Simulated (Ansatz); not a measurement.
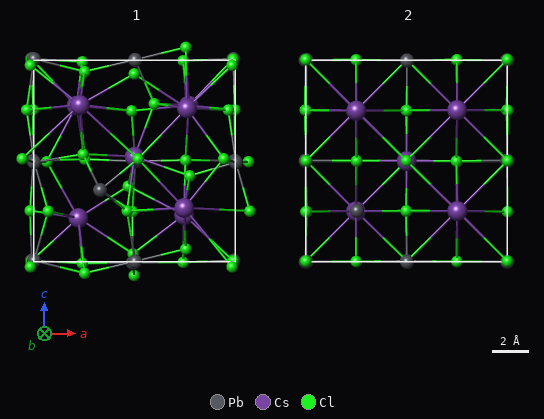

Two geometries of a defect cell of composition Pb$_{8}$Cs$_{8}$Cl$_{24}$, drawn at one scale. One is the start of a relaxation, the other its converged end. Style: ball-and-stick. Shown: the cell of the calculation (origin shifted), along the b axis.

These are results of Ansatz, DFT, PBEsol, PAW, plane waves, not measurements. (plane-wave cutoff 420 eV; k-point mesh 1 × 1 × 1; mesh shifted by (0.25, 0.25, 0.25); no spin polarisation; atoms relaxed in a fixed cell; force threshold 0.03 eV/Å; at most 80 steps)

> Which of the two is the end point?

Structure 1 is the relaxed one. The energy falls by 5.519 eV per cell of the calculation in 24 geometry steps. The largest force component goes from 2.1 to 0.024 eV/Å. The atom that moves furthest is a Cl atom (1.50 Å along [−1 1 −3]). Largest moves by element: Cl 1.50 Å, Pb 1.43 Å, Cs 0.60 Å. The cell stays as it was. Some distances before and after: Cl–Cs 4.012 → 5.624 Å, Cl–Cs 3.961 → 5.341 Å, Cl–Cs 3.966 → 5.273 Å, Cl–Pb 3.935 → 2.715 Å. New bonds form: Cl–Pb (3.91 → 2.96 Å), Cl–Pb (3.92 → 2.73 Å), Cl–Pb (3.93 → 2.71 Å), Cl–Pb (3.95 → 2.78 Å). Bonds break: Cl–Cs (3.96 → 5.34 Å), Cl–Cs (3.97 → 5.27 Å), Cl–Cs (3.97 → 5.34 Å), Cl–Cs (4.01 → 5.62 Å). Among the angles between lasting bonds that change: Pb–Cl–Cs 179.1° → 115.6°, Pb–Cl–Cs 179.8° → 129.6°, Pb–Cl–Cs 179.5° → 135.9°.
